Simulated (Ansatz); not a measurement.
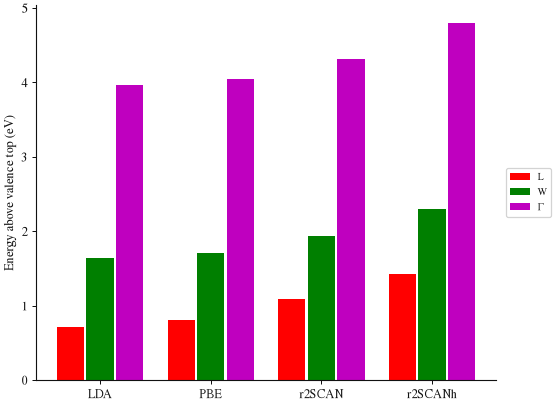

Lowest conduction level at each named k point, counted from the valence-band top at L, by several methods on one cell of rocksalt PbTe, space group Fm-3m (No. 225), 2 atoms in the primitive cell, relaxed with r2SCAN; cubic a = 6.536 Å. All runs are without spin-orbit coupling and carry no moments.

| method | program | L (eV) | W (eV) | Γ (eV) |
| --- | --- | --- | --- | --- |
| LDA | Ansatz | 0.71 | 1.64 | 3.97 |
| PBE | Ansatz | 0.80 | 1.71 | 4.04 |
| r2SCAN | Ansatz | 1.09 | 1.93 | 4.31 |
| r2SCANh | Ansatz | 1.43 | 2.30 | 4.80 |

> What does HSE06 give? It was run as: HSE06, Ansatz PAW set, 6×6×6 k mesh, 420 eV cutoff, fixed occupations (Ansatz 0.2.0).

HSE06 gives 1.20 eV at L, 2.15 eV at W and 4.71 eV at Γ, which is +0.40 eV from PBE at L.

> Does HSE06 shift these levels rigidly from PBE?

The shifts are +0.40 eV at L, +0.44 eV at W and +0.67 eV at Γ, and at points that aren't plotted +0.41 eV (X) and +0.56 eV (K): over the named points that both runs hold, a spread of 0.27 eV on a mean of 0.50 eV, so one shift doesn't describe them.

> How do the methods rank at L?

From low to high: LDA 0.71, PBE 0.80, r2SCAN 1.09, HSE06 1.20, r2SCANh 1.43 eV.

Settings. LDA: Ansatz PAW set, 8×8×8 k mesh, 420 eV cutoff, fixed occupations (Ansatz). PBE: Ansatz PAW set, 8×8×8 k mesh, 420 eV cutoff, Fermi-Dirac smearing of 0.02 eV (Ansatz 0.2.0). r2SCAN: Ansatz PAW set, 8×8×8 k mesh, 500 eV cutoff, fixed occupations (Ansatz 0.2.0). r2SCANh: Ansatz PAW set, 6×6×6 k mesh, 500 eV cutoff, fixed occupations (Ansatz 0.2.0).

These are five of the 12 methods that were run on this cell. Spin-orbit coupling is left out, which matters for Pb and Te. LDA, r2SCAN, HSE06 and r2SCANh: the PAW data sets were made with another functional.
